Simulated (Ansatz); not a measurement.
System: Al3Cu.

Input file:

```
crystal:
  lattice:
    - [3.9380389284, -0.4214137599, -0.4214137599]
    - [-0.4214137599, 3.9380389284, -0.4214137599]
    - [-0.4214137599, -0.4214137599, 3.9380389284]
  atoms:
    - { symbol: Al, position: [0.0, 0.5, 0.5] }
    - { symbol: Al, position: [0.5, 0.0, 0.5] }
    - { symbol: Al, position: [0.5, 0.5, 0.0] }
    - { symbol: Cu, position: [0.0, 0.0, 0.0] }
basis:
  ecutwfc: 500
kpoints:
  mp_grid: { grid: [14, 14, 14] }
hamiltonian:
  xc: r2scan
scf:
  occupations: { method: gaussian, width: 0.15 }
output:
  forces: true
  stress: true
  eigenvalues: true
  write_density: true
  write_potential: true
  elf: true
  volumetric_format: npy
```

Launched as:

```sh
ansatz run input.yaml --threads 1 --pin off --max-ram 2560MiB --backend cpu --events-out ev --progress --plain --runs-dir out
```

Below, planes, directions and counts refer to the conventional cell (a = 6.17 Å, b = 6.17 Å, c = 5.36 Å, α = 90.00°, β = 90.00°, γ = 120.00°).

Space group R-3m; a structure from a database of computed crystals, not necessarily the ambient phase; computed pressure about 11 GPa in this cell; computed without spin polarisation.

These are results of Ansatz 0.2.0, DFT r2SCAN, scalar-relativistic, plane waves, PAW, not measurements.

Q: What will maps of the valence pseudo-density and electron localisation function show?

A: Al–Cu (2.52 Å): the density is about 0.29 e/Å³ at the midpoint; the ELF peaks at about 0.65 between the atoms.

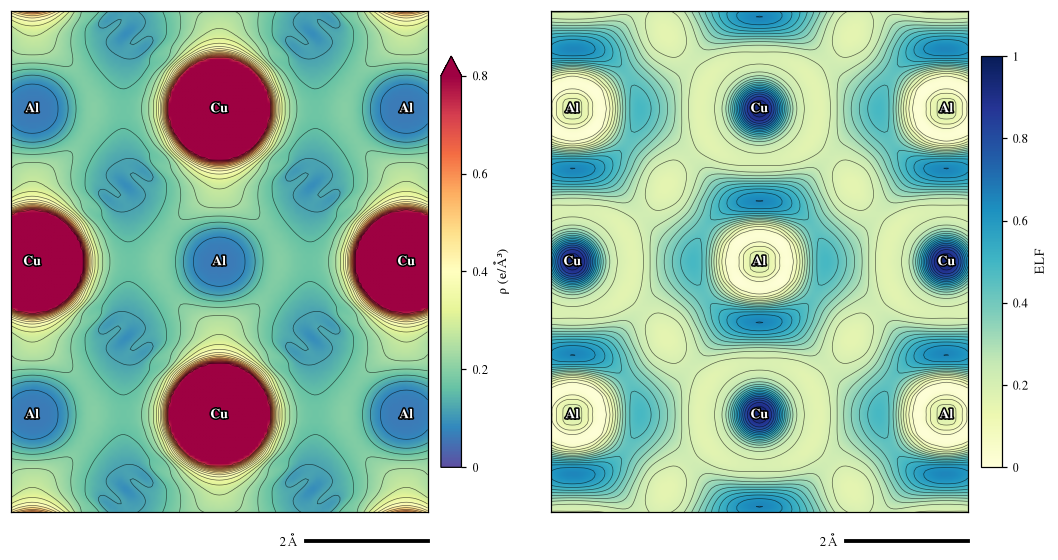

Computed valence pseudo-density and electron localisation function on the (101) plane of the conventional cell, in this order. 

The density is the valence pseudo-density of a PAW calculation; it isn't the true density close to the nuclei.
